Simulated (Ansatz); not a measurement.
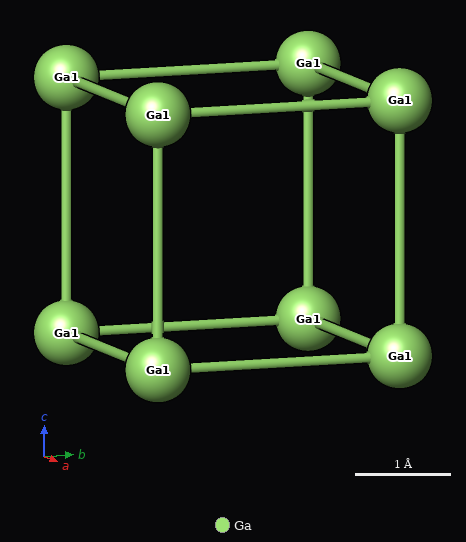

The structure as given in the input (ball-and-stick view of the cell of the calculation, seen slightly off an axis; atoms are numbered from 1 in the order of the input). Near neighbours in the crystal (not all of them lie inside the picture): Ga has 6 Ga at 2.72 Å.

**Ga: geometry relaxation**

Ga (Pm-3m, 1 atom in the cell), computed with DFT, PBE, all-electron LAPW, scalar-relativistic, no spin polarisation (Ansatz 0.2.0).

It belongs to a series of runs on one base structure; here: sc relaxed, LAPW. Figures and captions count atoms from 1; the log counts them from 0 in places.

What the program printed:
```
The last accepted step is kept in [file] (removed where the run ends without a failure and the disk answers)
Ga: projections on atomic orbitals take those of the free atom 1s2 2s2 2p6 3s2 3p6 3d10 4s2 4p1, of charge +0.00 (hamiltonian.pseudopotentials.projection_atoms)
LAPW: plane waves up to 8.707 Å⁻¹, error target 5.0e-4 eV per atom; small_component_spin mean_spin; Ga in spheres of 1.321 Å, 21 of its electrons in bands, Dirac shells [] (how accurate: hamiltonian.pseudopotentials.lapw.basis_error, Limitations)
Engine: ansatz 0.2.0, aarch64-unknown-linux-gnu
Pseudopotentials: kind: all_electron
Pseudopotential: Ga, LAPW, valence charge 21, lapw/all_electron/scalar/gaussian/Ga, Koelling and Harmon's equation, gaussian nucleus
Functional definition: PBE
  parameter kappa = 0.804
  parameter beta = 0.06672455060314922
  exchange = pbe_x(kappa = kappa, mu = beta*pi^2/3)
  correlation = pbe_c(beta = beta)
Crystal: 1 atoms, lattice volume = 20.184 Å³
Basis set: ecut = 288.8736139247629 eV, 251 PW (Γ), exchange–correlation at level 2
Bands: 15, of which v1, the nominal top of the filled ones, is band 11 counted from 1 (10 counted from 0)
Symmetry: 48 space group operations
Space group: Pm-3m (ITA 221), of the structure as read, at distance tolerance 2.7e-5 Å
k-points: 120 of 3375
Non-local potential: Ga, projectors of the file, none
Initial density: superposition of atomic densities (chi_scale 0.1, normalization cell)
Initial wavefunctions: plane waves of lowest kinetic energy (no species holds an atomic orbital)
Functional: x = pbe(κ = 0.804, μ = 0.2195149727645171), c = pbe(β = 0.06672455060314922)
iter 1 solved again at ethr=4.59e-5 eV; its pass at ethr=1.00e-1 eV (dr2=9.63e-3 eV) is discarded
SCF iter   1: F=—  HF=-52899.791385 eV  |F-HF|=—  |Δ(HF+E_count)|=         —  Δρ=9.54e-3  dr2=9.65e-3  ethr=4.59e-5  ⟨swp⟩=3.2  Hψ=12509  notcnv=0
preconditioner: auto → none  [metal: Δε(μ)=0.061 eV  Ē_g=21.004 eV  σ=0.050 eV  W_gap=0.28  n_scr=6 (ndim 8)  ℏωp=29.8 eV  f_vac=0.000  D(μ)=0.53/eV (n_scr^D=0)  sad-step TF]
SCF iter   2: F=—  HF=-52899.768905 eV  |F-HF|=—  |Δ(HF+E_count)|=   2.25e-2  Δρ=5.15e-3  dr2=2.86e-3  ethr=4.59e-5  ⟨swp⟩=2.0  Hψ=5441  notcnv=0
SCF iter   3: F=—  HF=-52899.765158 eV  |F-HF|=—  |Δ(HF+E_count)|=   3.75e-3  Δρ=3.14e-3  dr2=1.02e-3  ethr=1.36e-5  ⟨swp⟩=2.0  Hψ=4910  notcnv=0
SCF iter   4: F=—  HF=-52899.765306 eV  |F-HF|=—  |Δ(HF+E_count)|=   1.48e-4  Δρ=1.17e-3  dr2=1.42e-4  ethr=4.85e-6  ⟨swp⟩=2.5  Hψ=5006  notcnv=0
iter 5 solved again at ethr=1.77e-8 eV; its pass at ethr=6.76e-7 eV (dr2=3.71e-6 eV) is discarded
SCF iter   5: F=—  HF=-52899.765371 eV  |F-HF|=—  |Δ(HF+E_count)|=   6.56e-5  Δρ=1.88e-4  dr2=3.71e-6  ethr=1.77e-8  ⟨swp⟩=2.0  Hψ=8668  notcnv=0
SCF iter   6: F=-52899.765373 eV  HF=-52899.765373 eV  |F-HF|=1.03e-8  |Δ(HF+E_count)|=   2.09e-6  Δρ=1.52e-5  dr2=2.48e-8  ethr=1.77e-8  ⟨swp⟩=2.8  Hψ=5071  notcnv=0
SCF 1 converged in 6 iterations: F = -52899.765373 eV  dr2 = 2.48e-8
relax step   1: F+E_penalty+E_count = -52899.76537340 eV  Δ(F+E_penalty+E_count) = +0.000e0 eV  max|allowed force component| = 0.000e0 eV/Å  Δτ_max = 0.0000 Å  P = +0.026 GPa  Ω = 20.184 Å³  (6 SCF iters, accepted)
Initial density: handed on by an earlier stage of this run
Initial wavefunctions: those handed on with the density
iter 1 solved again at ethr=1.06e-10 eV; its pass at ethr=1.00e-1 eV (dr2=2.23e-8 eV) is discarded
SCF iter   1: F=—  HF=-52899.765373 eV  |F-HF|=—  |Δ(HF+E_count)|=         —  Δρ=1.50e-5  dr2=2.23e-8  ethr=1.06e-10  ⟨swp⟩=4.1  Hψ=9071  notcnv=0
preconditioner: auto → none  [metal: Δε(μ)=0.073 eV  Ē_g=21.484 eV  σ=0.050 eV  W_gap=0.32  n_scr=6 (ndim 8)  ℏωp=29.8 eV  f_vac=0.014  D(μ)=0.51/eV (n_scr^D=0)]
SCF iter   2: F=-52899.765373 eV  HF=-52899.765373 eV  |F-HF|=5.20e-9  |Δ(HF+E_count)|=   1.00e-8  Δρ=7.62e-6  dr2=6.08e-9  ethr=1.06e-10  ⟨swp⟩=2.4  Hψ=4964  notcnv=0
SCF 2 converged in 2 iterations: F = -52899.765373 eV  dr2 = 6.08e-9
relax step   2: F+E_penalty+E_count = -52899.76537341 eV  Δ(F+E_penalty+E_count) = -6.279e-9 eV  max|allowed force component| = 0.000e0 eV/Å  Δτ_max = 0.0000 Å  P = +0.026 GPa  Ω = 20.184 Å³  stress off target by 2.56e-2 GPa  SCF on the basis re-selected at this cell (its energy is not comparable with the rows above)  (2 SCF iters)
basis re-selected at this cell: Δ(F+E_penalty+E_count) = -6.279e-9 eV, ΔP = +0.000 GPa vs the last step (what re-selecting the basis moved, after the strain that the cell walked since its last selection, with what the two solves' SCF thresholds leave and, on support functions, any second-order correction that the steps lacked; it is no measure of the basis error at this ecutwfc). This SCF's stress stands 2.56e-2 GPa from its target on what of the cell is left free (relax.cell.stress_tol is 5.00e-2 GPa) and its largest allowed force component is 0.00e0 eV/Å (relax.f_tol is 5.00e-3 eV/Å): within both
SCF converged after 2 iterations
Free energy (F): -52899.765373 eV
Harris-Foulkes:  -52899.765373 eV  (|F-HF|=5.20e-9)
Internal energy: -52899.761207 eV  (E = F + TS)
E sigma→0 (E₀):  -52899.763290 eV
Entropy (-TS):   -0.004167 eV (-4.167 meV/atom)
Fermi energy:    10.449281 eV
--- Per-component energies (eV) ---
  E_band       = -792.737788
  E_kinetic    = 53940.005911
  E_xc         = -2059.099886
  E_electrostatic = -104780.667232  (all electrons and nuclei)
  E_smearing   = -0.004167  (= −TS)
  E_closure    = 0.000000  (closes the sum)
  E_atoms      = -52896.944559  (free atoms, spherical and without spin; not in F)
  Σ components = -52899.765373   (vs F -52899.765373, Δ=0.00e0)
  Basis errors (estimates in eV, not in F): energy 1.6e-4 per atom: plane waves 1.6e-4 (8.9e-5 summed), levels above the bands 7.5e-75, relativity 1.5e-8, radial functions 2.7e-6, core shells 1.1e-13; eigenvalues (radial functions only) 4.1e-5; not estimated: angular momenta, meshes, grids; target (lapw.basis_error) 5.0e-4; muffin-tin radii Ga 1.321 Å
--- Forces (eV/Å), atoms counted from 1 ---
  atom   1  Ga    -0.00000000     0.00000000     0.00000000
  max |Σ_I F_I| component: 7.60e-32 eV/Å
--- Stress (GPa, compression-positive) ---
        0.025603      -0.000000       0.000000
       -0.000000       0.025603       0.000000
        0.000000       0.000000       0.025603
  P = ⅓ Tr σ = 0.0256 GPa (0.256 kbar)
--- Band table (eV; the first three rows and the last of 120) ---
  k-point 0: bands = ["-133.1219", "-83.8481", "-83.8481", "-83.8481", "-4.5484", "-4.5484", "-4.0418", "-4.0418", "-4.0418", "0.0076", "19.4324", "19.4324", "19.4324", "22.2757", "22.2757"]
  k-point 1: bands = ["-133.1219", "-83.8484", "-83.8481", "-83.8481", "-4.5467", "-4.5334", "-4.0479", "-4.0479", "-4.0413", "0.0972", "18.0281", "19.5255", "19.5255", "22.3511", "23.2897"]
  k-point 2: bands = ["-133.1219", "-83.8493", "-83.8480", "-83.8480", "-4.5420", "-4.4918", "-4.0651", "-4.0651", "-4.0399", "0.3670", "15.8228", "19.8013", "19.8013", "22.5774", "24.0413"]
  k-point 119: bands = ["-133.1207", "-83.8542", "-83.8542", "-83.8542", "-4.3715", "-4.3702", "-4.3702", "-3.9064", "-3.9064", "12.2095", "13.1187", "13.1187", "14.8834", "18.5057", "18.8223"]
--- Relaxed structure (1 steps of the walk, 1 accepted, 1 SCFs on fresh bases) ---
  F+E_penalty+E_count = -52899.76537341 eV   max|allowed force component| = 0.000e0 eV/Å   (the final SCF, on the basis selected at the relaxed cell)
  cell:  # Å, volume = 20.1838 Å³
    - [2.7227086073, 0.0, 0.0]
    - [0.0, 2.7227086073, 0.0]
    - [0.0, 0.0, 2.7227086073]
  atoms:
    - { symbol: Ga, position: [0.0, 0.0, 0.0] }
--- Löwdin populations: 1 site ---
  site symbol       q [e]
     0     Ga     30.9890
  spilling = 0.000356 (of n_electrons = 31.000000)
```

Trajectory as extended XYZ (Å, eV, eV/Å), 2 frames, from step=1 to step=2:
```
1
Lattice="2.7227 0.0000 0.0000 0.0000 2.7227 0.0000 0.0000 0.0000 2.7227" Properties=species:S:1:pos:R:3:forces:R:3 step=1 energy=-52899.76537 pressure_GPa=0.03
Ga    0.0000    0.0000    0.0000    0.0000   0.0000   0.0000
1
Lattice="2.7227 0.0000 0.0000 0.0000 2.7227 0.0000 0.0000 0.0000 2.7227" Properties=species:S:1:pos:R:3:forces:R:3 step=2 energy=-52899.76537 pressure_GPa=0.03
Ga    0.0000    0.0000    0.0000    0.0000   0.0000   0.0000
```

This output came from the following input.

Input:
```yaml
crystal:
  lattice:
    - [2.7227086073, 0.0, 0.0]
    - [0.0, 2.7227086073, 0.0]
    - [0.0, 0.0, 2.7227086073]
  atoms:
    - { symbol: Ga, position: [0.0, 0.0, 0.0] }
kpoints:
  mp_grid: { grid: [15, 15, 15] }
scf:
  occupations: { method: fermi_dirac, width: 0.05 }
hamiltonian:
  xc: pbe
  pseudopotentials: { kind: all_electron, lapw: { basis_error: 0.0005 } }
output:
  forces: true
  stress: true
  eigenvalues: true
  populations: true
relax:
  f_tol: 0.005
  max_steps: 25
  cell: {}
```

Launched with:
```bash
ansatz run input.yaml --threads 1 --pin off --max-ram 3072MiB --backend cpu --events-out ev --progress --plain --runs-dir out
```

Key numbers:

| quantity | value |
| --- | --- |
| outcome | converged |
| space group (tolerance 0.01 Å) | Pm-3m (221) |
| electrons in bands (core shells apart) | 21 |
| free energy | −52899.7654 eV |
| Fermi energy | 10.449 eV |
| pressure | 0.03 GPa |
| final volume | 20.18 Å³ |
| largest force (length of the vector) at the end | under 0.001 eV/Å |
| final cell | a = 2.723 Å, b = 2.723 Å, c = 2.723 Å, α = 90.00°, β = 90.00°, γ = 90.00° |
| hardware | 1 thread of Arm Neoverse V1, 24 GiB of memory available, shared host |
| wall time | 16 s |
| peak memory | 0.31 GiB |
